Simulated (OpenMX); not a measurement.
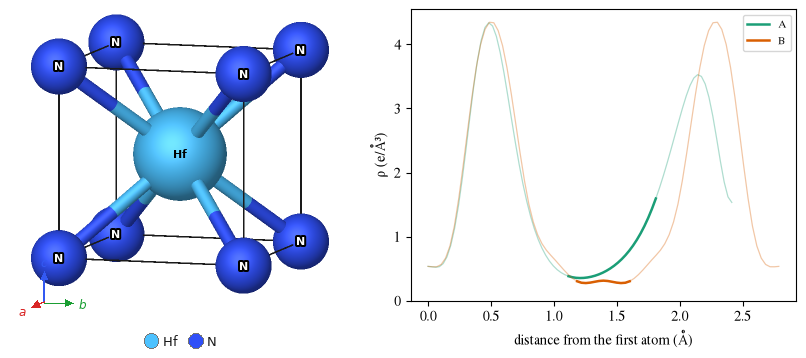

The picture shows: HfN. Valence charge density (pseudo) along straight lines between neighbouring atoms. Thin, pale parts lie inside the atomic spheres. The structure is drawn too.

Space group Pm-3m; a generated structure, not necessarily the stable one; computed pressure about 7 GPa in this cell.

All numbers below come from OpenMX, Kohn-Sham DFT of a periodic cell, PBE, OpenMX 2013 PBE set.

In a pseudopotential calculation such maps are meaningful between the atoms, not at the nuclei.

> Which curve belongs to which contact (Hf–Hf and Hf–N)? The first atom named is at distance zero.

Curve A: Hf–N (2.41 Å): ρ at the midpoint is about 0.35 e/Å³. Curve B: Hf–Hf (2.79 Å): ρ is about 0.31 e/Å³ halfway.
